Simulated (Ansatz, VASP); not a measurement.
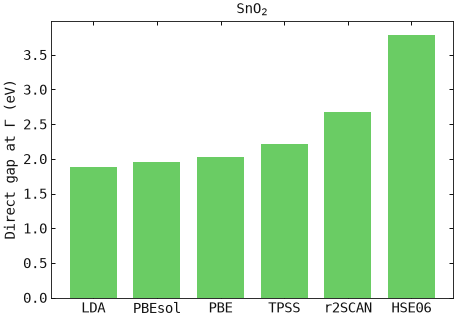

Direct gap at Γ, by several methods on one cell of SnO2, space group I4_1/amd (No. 141), 6 atoms in the primitive cell; a = 4.000 Å, c = 10.247 Å (tetragonal axes). All runs are without spin-orbit coupling and carry no moments. The cell is at 6 GPa in PBE. The smallest gap is indirect or lies off these points.

> How do the methods rank at Γ?

From low to high: LDA 1.88, PBEsol 1.95, PBE 2.03, TPSS 2.21, r2SCAN 2.68, HSE06 3.79 eV.

| method | program | Γ (eV) |
| --- | --- | --- |
| LDA | Ansatz | 1.88 |
| PBEsol | Ansatz | 1.95 |
| PBE | Ansatz | 2.03 |
| TPSS | VASP | 2.21 |
| r2SCAN | Ansatz | 2.68 |
| HSE06 | Ansatz | 3.79 |

Settings. LDA: Ansatz PAW, 9×9×9 k mesh, 420 eV cutoff, Fermi-Dirac smearing of 0.05 eV (Ansatz 0.2.0). PBEsol: Ansatz PAW, 9×9×9 k mesh, 420 eV cutoff, Fermi-Dirac smearing of 0.05 eV (Ansatz 0.2.0). PBE: Ansatz PAW, 9×9×9 k mesh, 420 eV cutoff, Fermi-Dirac smearing of 0.05 eV (Ansatz). TPSS: VASP PAW PBE potentials, release 64 (Sn_d, O), 9×9×9 k mesh, 520 eV cutoff, Fermi-Dirac smearing of 0.05 eV (VASP). r2SCAN: Ansatz PAW, 9×9×9 k mesh, 500 eV cutoff, Fermi-Dirac smearing of 0.05 eV (Ansatz). HSE06: Ansatz PAW, 6×6×6 k mesh, 420 eV cutoff, Fermi-Dirac smearing of 0.05 eV (Ansatz 0.2.0).

These are six of the 7 methods that were run on this cell. The runs come from different programs and meshes, which adds differences of its own. The usual form of SnO2 is rutile. LDA, PBEsol, TPSS, r2SCAN and HSE06: the PAW data sets were made with another functional. LDA, GGA and most meta-GGA functionals understate gaps. Over all k points computed the smallest gap is 1.49 eV in LDA, 1.56 eV in PBEsol, 1.65 eV in PBE, 1.82 eV in TPSS, 2.28 eV in r2SCAN and 3.34 eV in HSE06, from the valence top at a point off the named ones to the conduction bottom at Γ.
